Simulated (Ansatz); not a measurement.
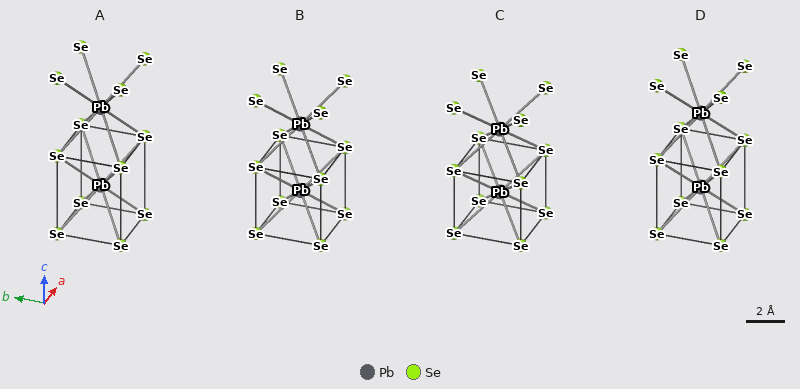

4 geometries from one relaxation of crystalline PbSe (built on the CuAu (L1_0)_123 type) (coarse preliminary run), in shuffled order. Style: ball-and-stick. Shown: the cell of the calculation, repeated 1 × 1 × 2 with one cell outlined, from a free direction.

Case: CuAu (L1_0) type (P4/mmm, No. 123).

The calculation used DFT r2SCAN, scalar-relativistic, plane waves, PAW in Ansatz 0.2.0. Set-up: plane-wave cutoff 500 eV; k-point mesh 6 × 6 × 4; occupations gaussian; smearing width 0.1 eV; no spin polarisation; cell and atoms relaxed; force threshold 0.04 eV/Å; at most 70 steps.

### Order the frames from highest to lowest energy.

A, D, B, C. They are steps 0, 1, 3, 5, at +328 meV per atom, +199 meV per atom, +29.6 meV per atom relative to the last. Over 4 accepted moves (5 points after the start) the energy falls by 328 meV per atom. All forces vanish by symmetry, so only the cell relaxes. The pressure goes from −4.98 to 0.24 GPa. The SCF was repeated once at an unchanged geometry on a basis and grid sized afresh for the cell, which shifted the energy by less than 0.05 meV per atom at most. No atom moves by more than 0.005 Å relative to the cell. Cell: a = b 3.587 → 3.753 Å (+4.6 %), c 4.701 → 3.782 Å (−19.5 %). Volume −11.9 %. Near-neighbour distances that change, for instance: Pb–Se 3.458 → 3.259 Å. The space group stays P4/mmm (No. 123). Cost: 45 s on 1 thread of Arm Neoverse V1, with other jobs on the host, peak memory 0.47 GiB.
